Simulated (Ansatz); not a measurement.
**Geometry relaxation of Ti$_{2}$O$_{3}$ (part 3 of 3)**

The same run, continued: Ti$_{2}$O$_{3}$ (R-3c, 10 atoms in the cell); DFT r2SCAN+U, scalar-relativistic, plane waves, PAW, Ueff = 4 eV on Ti d, spin-polarised (Ansatz 0.2.0); cutoff 500 eV, 6×6×6 k-mesh, Gaussian smearing of 0.1 eV, collinear spins. The structure derives from an entry of the Crystallography Open Database.

Output, continued
```
  k-point 0 ↑: bands = ["-49.1515", "-49.1185", "-49.1178", "-49.0892", "-24.5541", "-24.5541", "-24.4920", "-24.4920", "-24.3922", "-24.3922", "-24.3512", "-24.3477", "-24.3477", "-24.2453", "-24.0370", "-24.0325", "-9.2222", "-7.9619", "-7.9619", "-7.8200", "-7.7914", "-7.7914", "3.9184", "5.2319", "5.5424", "5.5424", "5.6282", "5.6282", "5.8487", "6.5247", "6.5247", "6.9294", "6.9294", "6.9311", "7.7967", "7.9074", "7.9074", "8.2685", "8.5151", "8.5151", "9.3053", "9.8781", "10.9690", "11.2832", "13.2896", "13.2896", "14.2434", "14.2434", "14.3368", "14.3368", "14.3510", "14.3510", "15.5969", "15.5969"]
  k-point 1 ↑: bands = ["-49.1487", "-49.1197", "-49.1150", "-49.0912", "-24.5577", "-24.5502", "-24.5031", "-24.4830", "-24.3862", "-24.3857", "-24.3699", "-24.3470", "-24.3362", "-24.2487", "-24.0374", "-24.0349", "-9.1190", "-7.9730", "-7.9535", "-7.8739", "-7.8212", "-7.8132", "4.0662", "5.1818", "5.4319", "5.4913", "5.5099", "5.6001", "6.0140", "6.5560", "6.6131", "6.7753", "6.7876", "7.4081", "7.4973", "7.9353", "8.0383", "8.2065", "8.3491", "8.4403", "9.4868", "9.8507", "10.8013", "11.1759", "13.4052", "13.4946", "14.0564", "14.1911", "14.2351", "14.3247", "14.4803", "14.4888", "15.6038", "15.6059"]
  k-point 2 ↑: bands = ["-49.1409", "-49.1231", "-49.1093", "-49.0962", "-24.5507", "-24.5459", "-24.5204", "-24.4639", "-24.4188", "-24.3890", "-24.3687", "-24.3476", "-24.3024", "-24.2583", "-24.0393", "-24.0392", "-8.8409", "-8.1324", "-7.9435", "-7.9315", "-7.8637", "-7.8541", "4.4239", "5.1337", "5.2169", "5.3767", "5.4441", "5.6501", "6.0657", "6.4610", "6.6961", "6.7431", "7.0353", "7.1649", "7.6472", "7.7407", "7.9565", "8.0299", "8.3361", "8.4651", "9.7802", "9.8252", "10.6095", "10.9284", "13.6000", "13.7503", "14.0591", "14.0626", "14.2760", "14.3085", "14.5358", "14.5931", "15.6485", "15.7060"]
  k-point 31 ↓: bands = ["-48.0808", "-48.0808", "-48.0469", "-48.0469", "-23.7731", "-23.7731", "-23.7731", "-23.7731", "-23.5890", "-23.5890", "-23.5890", "-23.5890", "-22.5203", "-22.5203", "-22.3037", "-22.3037", "-8.4815", "-8.4815", "-7.8726", "-7.8726", "-7.8726", "-7.8726", "5.8104", "5.8104", "5.9101", "5.9101", "5.9101", "5.9101", "6.5470", "6.5470", "6.6120", "6.6120", "6.6120", "6.6120", "7.9670", "7.9670", "8.1104", "8.1104", "8.1104", "8.1104", "14.6000", "14.6000", "14.6000", "14.6000", "15.0014", "15.0014", "15.0014", "15.0014", "16.0813", "16.0813", "16.5849", "16.5849", "16.5995", "16.5995"]
Occupation matrices written to [file]
--- Relaxed structure (6 steps of the walk, 6 accepted, 1 SCFs on fresh bases) ---
  F+E_penalty+E_count = -13434.65018597 eV   max|allowed force component| = 1.459e-3 eV/Å   (the final SCF, on the basis selected at the relaxed cell)
  cell:  # Å, volume = 111.0284 Å³
    - [2.644706775005269, 1.5269221684769194, 4.582352391836523]
    - [-2.644706775005269, 1.5269221684769194, 4.582352391836523]
    - [4.683720598816638e-33, -3.0538443369538384, 4.582352391836523]
  atoms:
    - { symbol: Ti, position: [0.8543754410234615, 0.8543754410234615, 0.8543754410234614] }
    - { symbol: Ti, position: [0.6456245589765386, 0.6456245589765386, 0.6456245589765386] }
    - { symbol: Ti, position: [0.14562455897653837, 0.14562455897653837, 0.14562455897653834] }
    - { symbol: Ti, position: [0.35437544102346163, 0.35437544102346163, 0.3543754410234616] }
    - { symbol: O, position: [0.051331808206938, 0.44866819179306205, 0.75] }
    - { symbol: O, position: [0.7500000000000002, 0.051331808206938, 0.44866819179306205] }
    - { symbol: O, position: [0.44866819179306217, 0.7500000000000001, 0.051331808206937946] }
    - { symbol: O, position: [0.948668191793062, 0.5513318082069381, 0.25] }
    - { symbol: O, position: [0.25, 0.9486681917930622, 0.551331808206938] }
    - { symbol: O, position: [0.5513318082069381, 0.25, 0.9486681917930622] }
--- Löwdin populations: 10 sites ---
  site symbol       q [e]    m [muB]
     0     Ti     10.5680     1.0060
     1     Ti     10.5680     1.0060
     2     Ti     10.5680     1.0060
     3     Ti     10.5680     1.0060
     4      O      6.8935    -0.0091
     5      O      6.8935    -0.0091
     6      O      6.8935    -0.0091
     7      O      6.8935    -0.0091
     8      O      6.8935    -0.0091
     9      O      6.8935    -0.0091
  spilling = 0.004366 (of n_electrons = 84.000000)
```

File populations.tsv
```
# site	symbol	l	j	q_up	q_dn
# orbitals = lowdin
# n_electrons = 84.000000
# spilling = 0.004366
# projection_atom_Ti: [Ne] 3s2 3p6 3d2 4s2
# projection_atom_O: [He] 2s2 2p4
0	Ti	0_3S	-	0.970179	0.969512
0	Ti	0_4S	-	0.228935	0.215432
0	Ti	1_3P	-	2.995383	2.995161
0	Ti	2_3D	-	1.592516	0.600928
1	Ti	0_3S	-	0.970179	0.969512
1	Ti	0_4S	-	0.228935	0.215432
1	Ti	1_3P	-	2.995383	2.995161
1	Ti	2_3D	-	1.592516	0.600928
2	Ti	0_3S	-	0.970179	0.969512
2	Ti	0_4S	-	0.228935	0.215432
2	Ti	1_3P	-	2.995383	2.995161
2	Ti	2_3D	-	1.592516	0.600928
3	Ti	0_3S	-	0.970179	0.969512
3	Ti	0_4S	-	0.228935	0.215432
3	Ti	1_3P	-	2.995383	2.995161
3	Ti	2_3D	-	1.592516	0.600928
4	O	0_2S	-	0.884297	0.882677
4	O	1_2P	-	2.557927	2.568605
5	O	0_2S	-	0.884297	0.882677
5	O	1_2P	-	2.557927	2.568605
6	O	0_2S	-	0.884297	0.882677
6	O	1_2P	-	2.557927	2.568605
7	O	0_2S	-	0.884297	0.882677
7	O	1_2P	-	2.557927	2.568605
8	O	0_2S	-	0.884297	0.882677
8	O	1_2P	-	2.557927	2.568605
9	O	0_2S	-	0.884297	0.882677
9	O	1_2P	-	2.557927	2.568605
```

Trajectory as extended XYZ (Å, eV, eV/Å), 7 frames, from step=1 to step=7
```
10
Lattice="2.5745 1.4864 4.5473 -2.5745 1.4864 4.5473 0.0000 -2.9728 4.5473" Properties=species:S:1:pos:R:3:forces:R:3 step=1 energy=-13433.66890 pressure_GPa=15.35
Ti    0.0000    0.0000   11.5275    0.0000   0.0000   2.1984
Ti    0.0000    0.0000    8.9355    0.0000   0.0000  -2.1984
Ti    0.0000    0.0000    2.1145    0.0000   0.0000  -2.1984
Ti    0.0000    0.0000    4.7065    0.0000   0.0000   2.1984
O    -0.9423   -1.4864    5.6842   -0.7250   0.0000   0.0000
O     1.7584   -0.0728    5.6842    0.3625  -0.6279   0.0000
O    -0.8161    1.5592    5.6842    0.3625   0.6279   0.0000
O     0.9423    1.4864    7.9578    0.7250   0.0000   0.0000
O    -1.7584    0.0728    7.9578   -0.3625   0.6279   0.0000
O     0.8161   -1.5592    7.9578   -0.3625  -0.6279   0.0000
10
Lattice="2.6137 1.5090 4.6491 -2.6137 1.5090 4.6491 0.0000 -3.0180 4.6491" Properties=species:S:1:pos:R:3:forces:R:3 step=2 energy=-13434.57755 pressure_GPa=2.71
Ti    0.0000    0.0000   11.8970    0.0000   0.0000   0.1606
Ti    0.0000    0.0000    9.0240    0.0000   0.0000  -0.1606
Ti    0.0000    0.0000    2.0503    0.0000   0.0000  -0.1606
Ti    0.0000    0.0000    4.9233    0.0000   0.0000   0.1606
O    -1.0595   -1.5090    5.8114    0.3818   0.0000   0.0000
O     1.8366   -0.1630    5.8114   -0.1909   0.3307   0.0000
O    -0.7771    1.6721    5.8114   -0.1909  -0.3307   0.0000
O     1.0595    1.5090    8.1359   -0.3818   0.0000   0.0000
O    -1.8366    0.1630    8.1359    0.1909  -0.3307   0.0000
O     0.7771   -1.6721    8.1359    0.1909   0.3307   0.0000
10
Lattice="2.6456 1.5275 4.5843 -2.6456 1.5275 4.5843 0.0000 -3.0549 4.5843" Properties=species:S:1:pos:R:3:forces:R:3 step=3 energy=-13434.63846 pressure_GPa=-0.03
Ti    0.0000    0.0000   11.7401    0.0000   0.0000   0.1651
Ti    0.0000    0.0000    8.8891    0.0000   0.0000  -0.1651
Ti    0.0000    0.0000    2.0127    0.0000   0.0000  -0.1651
Ti    0.0000    0.0000    4.8637    0.0000   0.0000   0.1651
O    -1.0605   -1.5275    5.7303    0.1346   0.0000   0.0000
O     1.8531   -0.1547    5.7303   -0.0673   0.1166   0.0000
O    -0.7926    1.6821    5.7303   -0.0673  -0.1166   0.0000
O     1.0605    1.5275    8.0225   -0.1346   0.0000   0.0000
O    -1.8531    0.1547    8.0225    0.0673  -0.1166   0.0000
O     0.7926   -1.6821    8.0225    0.0673   0.1166   0.0000
10
Lattice="2.6465 1.5280 4.5791 -2.6465 1.5280 4.5791 0.0000 -3.0559 4.5791" Properties=species:S:1:pos:R:3:forces:R:3 step=4 energy=-13434.64287 pressure_GPa=-0.05
Ti    0.0000    0.0000   11.7304    0.0000   0.0000   0.1152
Ti    0.0000    0.0000    8.8757    0.0000   0.0000  -0.1152
Ti    0.0000    0.0000    2.0070    0.0000   0.0000  -0.1152
Ti    0.0000    0.0000    4.8617    0.0000   0.0000   0.1152
O    -1.0562   -1.5280    5.7239    0.0656   0.0000   0.0000
O     1.8513   -0.1507    5.7239   -0.0328   0.0568   0.0000
O    -0.7952    1.6786    5.7239   -0.0328  -0.0568   0.0000
O     1.0562    1.5280    8.0135   -0.0656   0.0000   0.0000
O    -1.8513    0.1507    8.0135    0.0328  -0.0568   0.0000
O     0.7952   -1.6786    8.0135    0.0328   0.0568   0.0000
10
Lattice="2.6445 1.5268 4.5793 -2.6445 1.5268 4.5793 0.0000 -3.0536 4.5793" Properties=species:S:1:pos:R:3:forces:R:3 step=5 energy=-13434.64504 pressure_GPa=0.10
Ti    0.0000    0.0000   11.7416    0.0000   0.0000  -0.0567
Ti    0.0000    0.0000    8.8653    0.0000   0.0000   0.0567
Ti    0.0000    0.0000    1.9963    0.0000   0.0000   0.0567
Ti    0.0000    0.0000    4.8726    0.0000   0.0000  -0.0567
O    -1.0514   -1.5268    5.7242    0.0025   0.0000   0.0000
O     1.8479   -0.1471    5.7242   -0.0013   0.0022   0.0000
O    -0.7965    1.6739    5.7242   -0.0013  -0.0022   0.0000
O     1.0514    1.5268    8.0138   -0.0025   0.0000   0.0000
O    -1.8479    0.1471    8.0138    0.0013  -0.0022   0.0000
O     0.7965   -1.6739    8.0138    0.0013   0.0022   0.0000
10
Lattice="2.6447 1.5269 4.5824 -2.6447 1.5269 4.5824 0.0000 -3.0538 4.5824" Properties=species:S:1:pos:R:3:forces:R:3 step=6 energy=-13434.64548 pressure_GPa=-0.01
Ti    0.0000    0.0000   11.7451    0.0000   0.0000  -0.0019
Ti    0.0000    0.0000    8.8754    0.0000   0.0000   0.0019
Ti    0.0000    0.0000    2.0019    0.0000   0.0000   0.0019
Ti    0.0000    0.0000    4.8716    0.0000   0.0000  -0.0019
O    -1.0508   -1.5269    5.7279   -0.0010   0.0000   0.0000
O     1.8478   -0.1466    5.7279    0.0005  -0.0009   0.0000
O    -0.7969    1.6735    5.7279    0.0005   0.0009   0.0000
O     1.0508    1.5269    8.0191    0.0010   0.0000   0.0000
O    -1.8478    0.1466    8.0191   -0.0005   0.0009   0.0000
O     0.7969   -1.6735    8.0191   -0.0005  -0.0009   0.0000
10
Lattice="2.6447 1.5269 4.5824 -2.6447 1.5269 4.5824 0.0000 -3.0538 4.5824" Properties=species:S:1:pos:R:3:forces:R:3 step=7 energy=-13434.65019 pressure_GPa=-0.02
Ti    0.0000    0.0000   11.7451    0.0000   0.0000  -0.0015
Ti    0.0000    0.0000    8.8754    0.0000   0.0000   0.0015
Ti    0.0000    0.0000    2.0019    0.0000   0.0000   0.0015
Ti    0.0000    0.0000    4.8716    0.0000   0.0000  -0.0015
O    -1.0508   -1.5269    5.7279   -0.0008   0.0000   0.0000
O     1.8478   -0.1466    5.7279    0.0004  -0.0007   0.0000
O    -0.7969    1.6735    5.7279    0.0004   0.0007   0.0000
O     1.0508    1.5269    8.0191    0.0008   0.0000   0.0000
O    -1.8478    0.1466    8.0191   -0.0004   0.0007   0.0000
O     0.7969   -1.6735    8.0191   -0.0004  -0.0007   0.0000
```

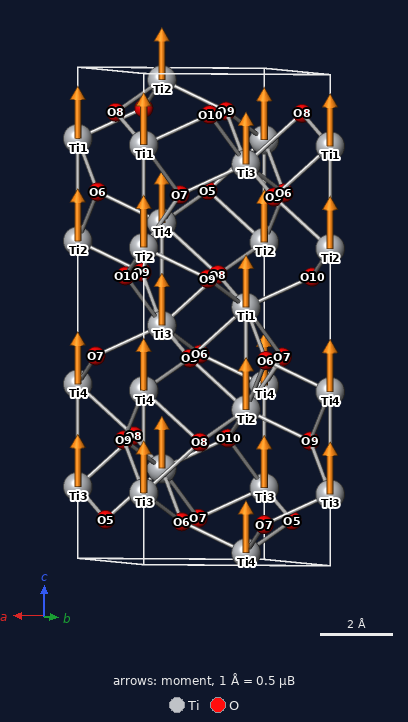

Magnetic moments of the sites as orange arrows (ball-and-stick view of the cell 3 times as large as that of the calculation, set on its symmetry axes, seen at an oblique angle; atoms are numbered from 1 in the order of the input); small moments hardly show. The run is collinear, so the axis drawn is arbitrary. Site moments: all 4 Ti atoms (0.74 μB). They are counted near the atoms and needn't add up to the moment of the cell.

The run was set up as follows.

Input
```yaml
crystal:
  lattice:
    - [2.5745011249, 1.4863889175, 4.54733]
    - [-2.5745011249, 1.4863889175, 4.54733]
    - [0.0, -2.972777835, 4.54733]
  atoms:
    - { symbol: Ti, position: [0.845, 0.845, 0.845], spin: 0.82 }
    - { symbol: Ti, position: [0.655, 0.655, 0.655], spin: 0.82 }
    - { symbol: Ti, position: [0.155, 0.155, 0.155], spin: 0.82 }
    - { symbol: Ti, position: [0.345, 0.345, 0.345], spin: 0.82 }
    - { symbol: O, position: [0.067, 0.433, 0.75] }
    - { symbol: O, position: [0.75, 0.067, 0.433] }
    - { symbol: O, position: [0.433, 0.75, 0.067] }
    - { symbol: O, position: [0.933, 0.567, 0.25] }
    - { symbol: O, position: [0.25, 0.933, 0.567] }
    - { symbol: O, position: [0.567, 0.25, 0.933] }
basis:
  ecutwfc: 500
kpoints:
  mp_grid: { grid: [6, 6, 6] }
hamiltonian:
  xc: r2scan
  hubbard: { sites: [{ species: Ti, l: d, u_eff: 4.0 }] }
scf:
  occupations: { method: gaussian, width: 0.1 }
output:
  forces: true
  stress: true
  eigenvalues: true
  populations: true
magnetization:
  spin_polarized: true
relax:
  adjacent_minimum: "off"
  f_tol: 0.05
  max_steps: 80
  cell: { stress_tol: 0.5 }
```

Launch command:
```bash
ansatz run input.yaml --threads 2 --pin off --max-ram 5120MiB --backend cpu --events-out ev --progress --plain --runs-dir out
```

Key numbers

- outcome: converged
- space group (tolerance 0.01 Å): R-3c (167)
- electrons treated: 84
- free energy: −13434.6502 eV
- Fermi energy: 12.285 eV
- gap on the k-point mesh: 2.01 eV
- net moment of the cell: 4.00 μB
- integrated absolute moment: 4.18 μB
- pressure: −0.02 GPa
- final volume: 111.03 Å³
- largest force (length of the vector) at the end: 0.001 eV/Å
- final cell: a = 5.507 Å, b = 5.507 Å, c = 5.507 Å, α = 57.41°, β = 57.41°, γ = 57.41°
- hardware: 2 threads of Arm Neoverse V1, 24 GiB of memory available, shared host
- wall time: 4.6 min (CPU time 8.8 min)
- peak memory: 1.2 GiB

Notes

The electronic state found may not be the lowest one. Warnings of the run: another magnetic order may lie lower.
